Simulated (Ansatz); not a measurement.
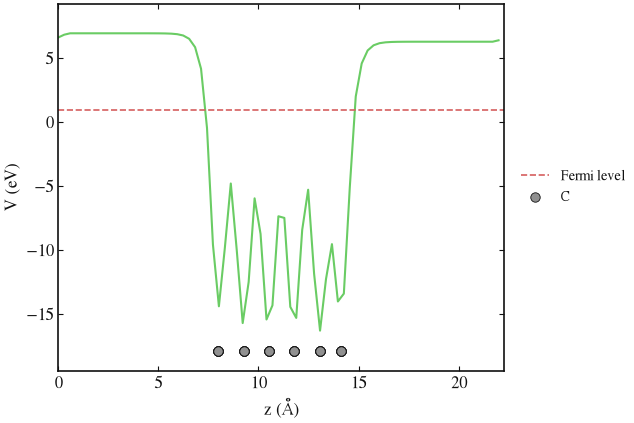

Plane-averaged electrostatic potential energy of an electron across the slab; circles at the bottom mark the heights of the atoms (positions after relaxation).

Calculation on a (110) slab cut from C (Fd-3m), 48 atoms in the cell.

Level of theory: DFT PBE+D3(BJ), scalar-relativistic, plane waves, PAW, no spin polarisation, 3×2×1 k mesh, 420 eV cutoff; code Ansatz.

**What is the work function?**

The work function is 5.32 eV at the right face and 5.98 eV at the left.

**Do the two faces differ, and what does that say about the slab's dipole?**

The vacuum level is 0.66 eV higher at the left than at the right, so the slab carries a dipole along its normal; the ramp in the vacuum, at or near the edge of the plot, is the dipole correction that keeps each side flat. Some atoms were held fixed in the relaxation, which can itself make the faces differ.
